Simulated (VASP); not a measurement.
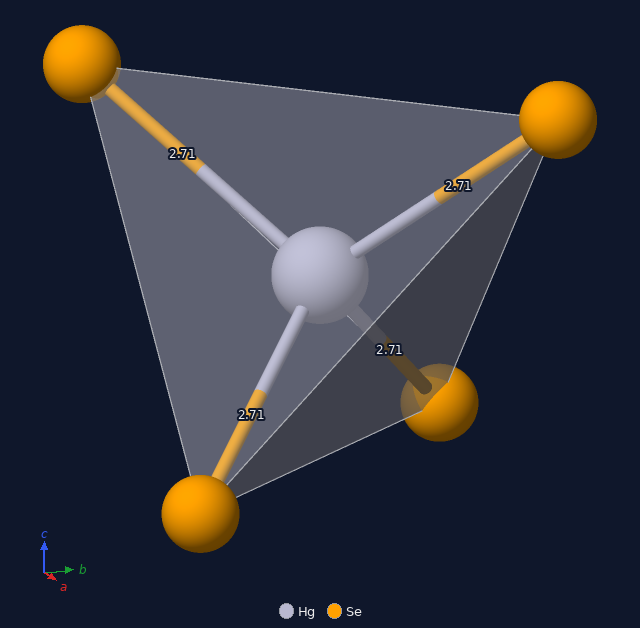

The HgSe4 unit about Hg in HgSe. Source: coordinates from a relaxation with VASP Kohn-Sham DFT of a periodic cell, optB88-vdW, VASP PAW PBE potentials, recommended in VASP.

HgSe, space group F-43m (No. 216), a = 6.256 Å, b = 6.256 Å, c = 6.256 Å, α = 90.00°, β = 90.00°, γ = 90.00°

```
site  Wyckoff       x       y       z
  Hg       4a  0.0000  0.0000  0.0000
  Se       4c  0.2500  0.2500  0.2500
```

> Give the distortion indices.

It is closest to the tetrahedron.

| measure | value |
| --- | --- |
| mean bond length | 2.709 Å |
| bond-length distortion index (Baur) | 0.000 |
| effective coordination number (Hoppe) | 4.00 |
| shape measure against the tetrahedron | 0.00 |
| shape measure against the see-saw | 9.79 |
| centre off the ligands' centroid by | 0.00 Å |
| polyhedral volume | 10.20 Å³ |
| quadratic elongation | 1.000 |
| bond-angle variance | 0.0 deg² |
| τ4 | 1.00 |
